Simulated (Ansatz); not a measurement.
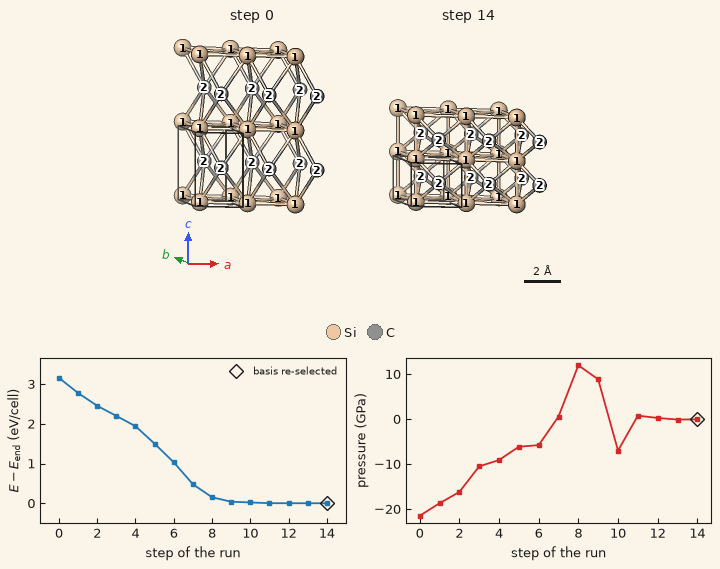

First and last geometry of a relaxation of a crystal of SiC (a generated structure, set up in P-6m2) (coarse preliminary run), with the history of the run. A ball-and-stick model of the cell of the calculation, repeated 3 × 2 × 2 with one cell outlined, seen slightly off an axis.

Computed with DFT PBE, scalar-relativistic, plane waves, PAW in Ansatz. (plane-wave cutoff 420 eV; k-point mesh 6 × 6 × 4; occupations gaussian; smearing width 0.1 eV; no spin polarisation; cell and atoms relaxed; force threshold 0.04 eV/Å; at most 70 steps)

**Read the history and describe the run.**

It converged. No atom moves by more than 0.005 Å relative to the cell. The volume changes by −34.8 %, with a = b 2.759 → 2.906 Å (+5.3 %), c 4.249 → 2.497 Å (−41.2 %). Near-neighbour distances that change, for instance: Si1–Si1 4.249 → 2.497 Å, Si1–C2 2.655 → 2.091 Å, Si1–Si1 (another image) 2.759 → 2.906 Å. The space group stays P-6m2 (No. 187). Over 13 accepted moves (14 points after the start) the energy falls by 3.157 eV per cell of the calculation. All forces vanish by symmetry, so only the cell relaxes. The pressure goes from −21.50 to −0.06 GPa. At 1 point the geometry stayed and the basis and grid were re-selected for the new cell (energy shift of 0.9 meV per cell of the calculation at most each time). Cost: 14 s on 1 thread of Intel(R) Xeon(R) Processor @ 2.70GHz (shared host), peak memory 0.3 GiB.

Limits of the set-up: the k-point mesh is coarse for a cell with partly filled bands.
